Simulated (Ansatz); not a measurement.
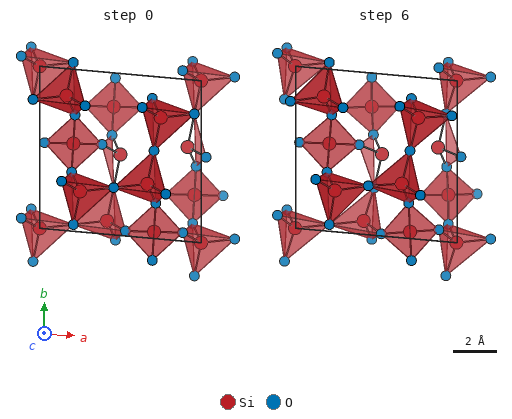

The structure of a defect cell of composition Si₁₂O₂₃ before (left) and after (right) a relaxation, at one scale.

Style: polyhedral. Shown: the cell of the calculation (origin shifted), along the c axis.

Case: O vacancy (site j), charge +0, atoms relaxed at the host's cell.

Method: DFT PBE, scalar-relativistic, plane waves, PAW in Ansatz. Set-up: plane-wave cutoff 420 eV; k-point mesh 2 × 2 × 2; occupations gaussian; smearing width 0.01 eV; mesh shifted by (0.5, 0.5, 0.5); no spin polarisation; atoms relaxed in a fixed cell; force threshold 0.025 eV/Å; at most 45 steps.

Question: Describe what moved and what it gained.

Answer: The largest moves, 0.27 Å, are those of Si atoms. Largest moves by element: Si 0.27 Å, O 0.26 Å. The cell doesn't change. Near-neighbour distances that change, for instance: Si–Si 3.159 → 2.636 Å, O–Si 1.623 → 1.660 Å, O–Si 1.623 → 1.639 Å. Bond angles that change, for instance: Si–O–Si 153.6° → 146.2°, Si–O–Si 153.6° → 159.7°, O–Si–O 110.9° → 104.9°. Over 4 accepted moves (6 points after the start) the energy falls by 0.682 eV per cell of the calculation. The largest force component goes from 2.1 to 0.021 eV/Å. The line search rejected the trial step at point 3 of the run. 1 step only repeated the SCF at the same geometry.

Limits of the set-up: the periodic images lie only 7.6 Å apart, so the values are limited by the cell's size.
